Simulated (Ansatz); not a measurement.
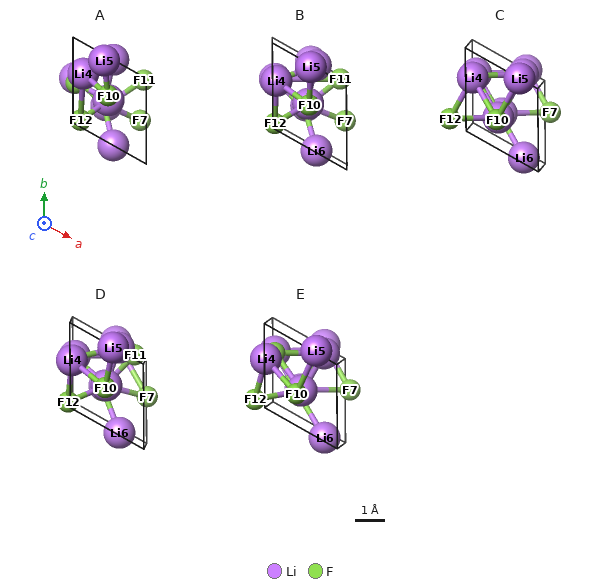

5 geometries from one relaxation of solid LiF (a generated structure, set up in P1) (coarse preliminary run), in shuffled order. A ball-and-stick model of the cell of the calculation, seen along the c axis.

The calculation used DFT PBE, scalar-relativistic, plane waves, PAW (Ansatz 0.2.0). (plane-wave cutoff 420 eV; k-point mesh 6 × 6 × 1; occupations gaussian; smearing width 0.1 eV; no spin polarisation; cell and atoms relaxed; force threshold 0.025 eV/Å; at most 60 steps)

Put them in the order of the run, from the start to the converged end.

Answer. A, B, D, E, C. They are steps 0, 2, 3, 5, 11, at +156 meV per atom, +62.5 meV per atom, +42.9 meV per atom, +11.1 meV per atom relative to the last. Over 9 accepted moves (11 points after the start) the energy falls by 156 meV per atom. Largest force component: 3.1 eV/Å at the start, 0.00036 eV/Å at the end. Pressure: 5.37 GPa at the start and −0.03 GPa at the end. At 2 points the geometry stayed and the basis and grid were re-selected for the new cell (energy shift of 1.4 meV per atom at most each time). The atom that moves furthest relative to the cell is an F atom (0.93 Å roughly along [−3 −1 0]). By element the largest moves are F 0.93 Å, Li 0.86 Å. Cell: a 2.917 → 2.877 Å (−1.4 %), b 2.964 → 2.877 Å (−2.9 %), c 14.597 → 14.094 Å (−3.4 %), α 87.7° → 90.0°, β 89.4° → 90.0°, γ 119.3° → 120.0°. Volume −8.0 %. Some distances before and after: F–Li 2.975 → 2.035 Å, F–Li 2.840 → 2.034 Å, F–Li 2.811 → 2.034 Å, F–Li 2.789 → 2.035 Å. New bonds form: F–Li (2.62 → 2.03 Å), F–Li (2.63 → 2.03 Å), F–Li (2.69 → 2.03 Å), F–Li (2.72 → 2.03 Å). Among the angles between lasting bonds that change: F–Li–F 129.8° → 180.0°, Li–F–Li 139.1° → 90.0°, Li–F–Li 132.0° → 180.0°. The space group (tolerance 0.01 Å) goes from P1 (No. 1) to Fm-3m (No. 225). The run took 32 s on 4 threads of Arm Neoverse V1 (shared host), peak memory 0.43 GiB.
